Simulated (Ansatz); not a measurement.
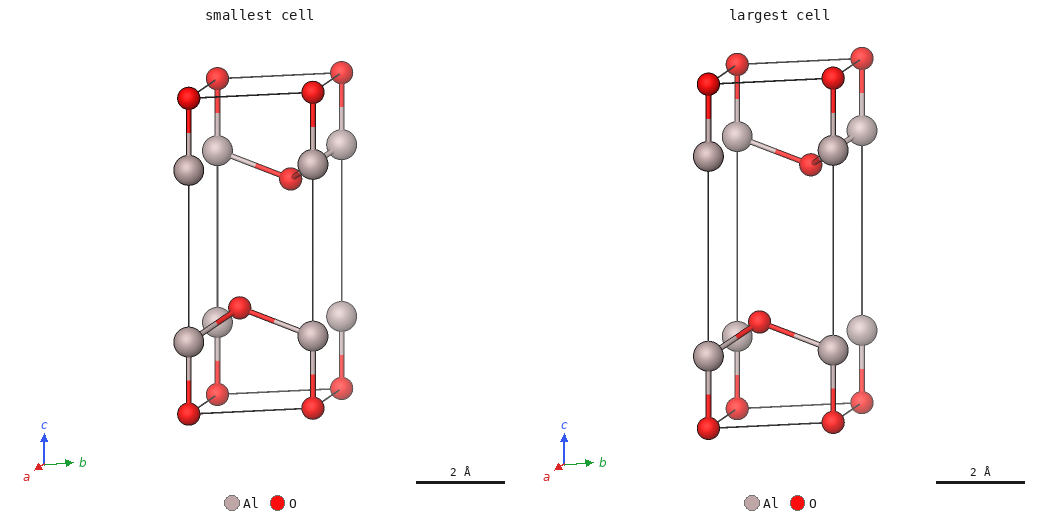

Al2O3, space group P-3m1 (No. 164), relaxed (cell and atoms, zero pressure) with four choices of dispersion term on top of PBEsol; the smallest and the largest of the relaxed conventional cells are drawn to one scale (sticks follow a distance rule). The start was a structure listed in the Materials Project. Other forms of this composition are known.

Alike in all runs: Ansatz 0.2.0; functional PBEsol; potentials Ansatz PAW; cutoff 420 eV; k mesh 10 × 10 × 4 on the run's cell of 5 atoms; occupations fermi-dirac, width 0.05 eV; no spin polarisation; no spin-orbit coupling.

| level | volume (Å³/atom) | a (Å) | c (Å) | gap (eV) |
| --- | --- | --- | --- | --- |
| D3(BJ)-ATM | ? | ? | ? | ? |
| D4 | 11.35 | 2.979 | 7.385 | 2.40 |
| none | 12.33 | 2.988 | 7.972 | 2.40 |
| D3(BJ) | 11.22 | 2.975 | 7.314 | 2.41 |

**What does D3(BJ)-ATM give?**

Volume 11.29 Å³/atom; a 2.977 Å; c 7.353 Å; gap 2.40 eV. That is between D3(BJ) and D4 in volume.

**Order the levels by the relaxed volume, smallest first.**

D3(BJ) (11.22 Å³/atom), D3(BJ)-ATM (11.29 Å³/atom), D4 (11.35 Å³/atom), none (12.33 Å³/atom). Rows within a few tenths of a per cent can't be told apart.

Gaps are the least found on the k-mesh, which misses some points of high symmetry; where the band edges lie there, the true gap is smaller, at times by an eV.

Caveat: the plane-wave basis is chosen anew once the cell has moved, so the energies of steps on either side of that aren't comparable; semilocal functionals give gaps below the measured ones.
